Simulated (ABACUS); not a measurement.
**AgCl: 7 runs along one coordinate**

System: AgCl (Fm-3m, 2 atoms in the cell).
Method: Kohn-Sham DFT of a periodic cell, PBEsol, PseudoDojo NC SR 0.4.1 PBEsol standard, no spin polarisation (ABACUS 3.10.1).

The 7 runs differ only in the geometry, by an even scaling of the cell at fixed fractional positions. The structure derives from an entry of the Crystallography Open Database.

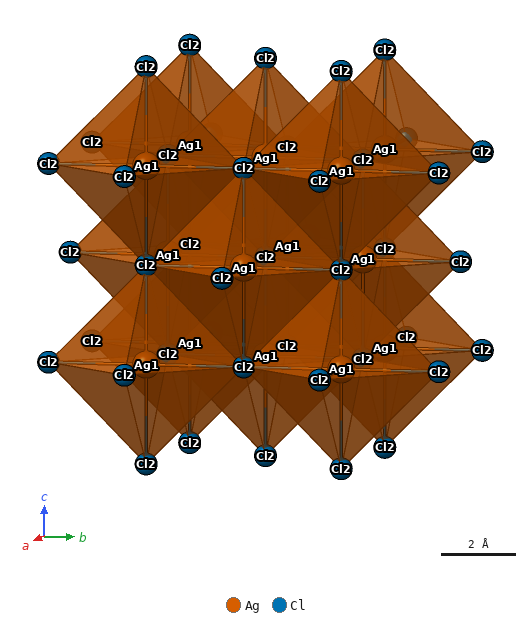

Figure 1. The structure of run 4 (polyhedral view of the cell 4 times as large as that of the calculation, set on its symmetry axes, seen slightly off an axis; polyhedra are completed across the faces of the cell; atoms are numbered from 1 in the order of the input). An atom can appear more than once, as a periodic image.

**Input file of run 4**
```
INPUT_PARAMETERS
suffix              AgCl
calculation         scf
basis_type          pw
pseudo_dir          ./
symmetry            1
dft_functional      pbesol
ecutwfc             82
pseudo_rcut         7
nspin               1
nbands              17
ks_solver           dav
smearing_method     fd
smearing_sigma      0.00367493
scf_thr             1e-08
scf_nmax            100
mixing_type         broyden
mixing_beta         0.7
cal_force           1
cal_stress          1
kpar                4
```

**File STRU of run 4**
```
ATOMIC_SPECIES
Ag 107.8682 Ag.upf
Cl 35.4500 Cl.upf

LATTICE_CONSTANT
1.8897261246

LATTICE_VECTORS
0.0000000000 2.7350000000 2.7350000000
2.7350000000 0.0000000000 2.7350000000
2.7350000000 2.7350000000 0.0000000000

ATOMIC_POSITIONS
Direct

Ag
0.0
1
0.0000000000 0.0000000000 0.0000000000 1 1 1

Cl
0.0
1
0.5000000000 0.5000000000 0.5000000000 1 1 1
```

**File KPT of run 4**
```
K_POINTS
0
Gamma
8 8 8 0 0 0
```

Command:
```bash
OMP_NUM_THREADS=1 mpirun -np 4 abacus > log
```

Run 6 differs from it as follows:
```diff
-0.0000000000 2.7350000000 2.7350000000
-2.7350000000 0.0000000000 2.7350000000
-2.7350000000 2.7350000000 0.0000000000
+0.0000000000 2.7709909694 2.7709909694
+2.7709909694 0.0000000000 2.7709909694
+2.7709909694 2.7709909694 0.0000000000
```

**Results, with one run withheld**

| run | volume per atom (Å³) | free energy per atom, from the lowest run given (meV) | pressure (GPa) | gap on the mesh (eV) |
| --- | --- | --- | --- | --- |
| 1 | 19.231 | 9.07 | 3.12 | 0.73 |
| 2 | 19.640 | 2.79 | 1.67 | 0.73 |
| 3 | 20.049 | 0.00 | 0.38 | 0.73 |
| 4 | 20.458 | 0.30 | −0.75 | 0.73 |
| 5 | 20.868 | 3.31 | −1.75 | 0.73 |
| 6 | 21.277 | ? | ? | ? |
| 7 | 21.686 | 16.22 | −3.40 | 0.74 |

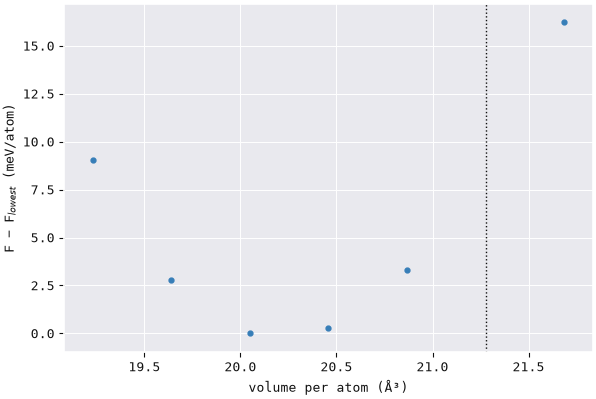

Figure 2. Free energy per atom of the runs given; the dotted line marks run 6.

What should run 6 give?

A cubic polynomial in V^(−2/3) (the Birch–Murnaghan form), fitted to the 6 runs given, misses them by under 0.01 meV per atom. With x = V^(−2/3) − 0.13440 Å⁻², it reads F = −0.16478 − 333.94 x + 4.401e+05 x² + 2.0486e+06 x³ (meV per atom). At run 6 it gives 8.71 meV per atom, and the run itself gives 8.71. The slope of the fit gives a pressure −dF/dV of −2.55 GPa there, and the run prints −2.63 GPa. The two needn't agree exactly: the fit is approximate, and the printed stress is taken on a finite basis. The fit has its minimum at 20.210 Å³ per atom, where V d²F/dV² gives 56.6 GPa: the bulk modulus at this level, since symmetry fixes the shape and the positions.

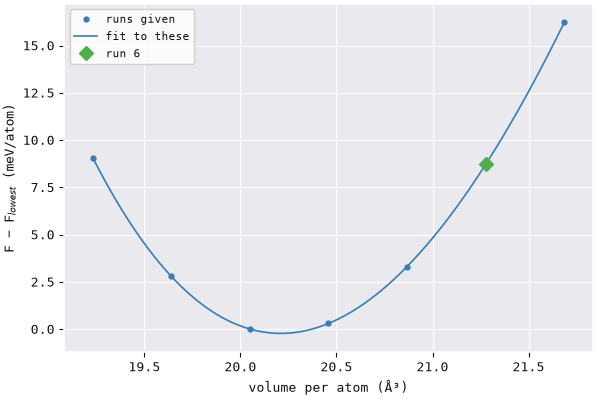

Figure 3. The fit and the withheld run.

**Some lines of the output (run 6)**
```
[...]
                          Volume (Bohr^3) = 287.165
                             Volume (A^3) = 42.5535
 E_Fermi        0.6323809215         8.6039838386
 E_Fermi        0.6211326504         8.4509432595
 E_Fermi        0.6271350964         8.5326107265
 E_Fermi        0.6251606396         8.5057468635
 E_Fermi        0.6258375019         8.5149560474
 E_Fermi        0.6259265884         8.5161681315
 E_KS(sigma->0) -342.5673463416      -4660.8678589855
 E_Fermi        0.6259418524         8.5163758100
 final etot is -4660.8678642 eV
 EFERMI = 8.51637581 eV
 TOTAL-PRESSURE: -26.260351 KBAR
 !FINAL_ETOT_IS -4660.8678641852766305 eV
```
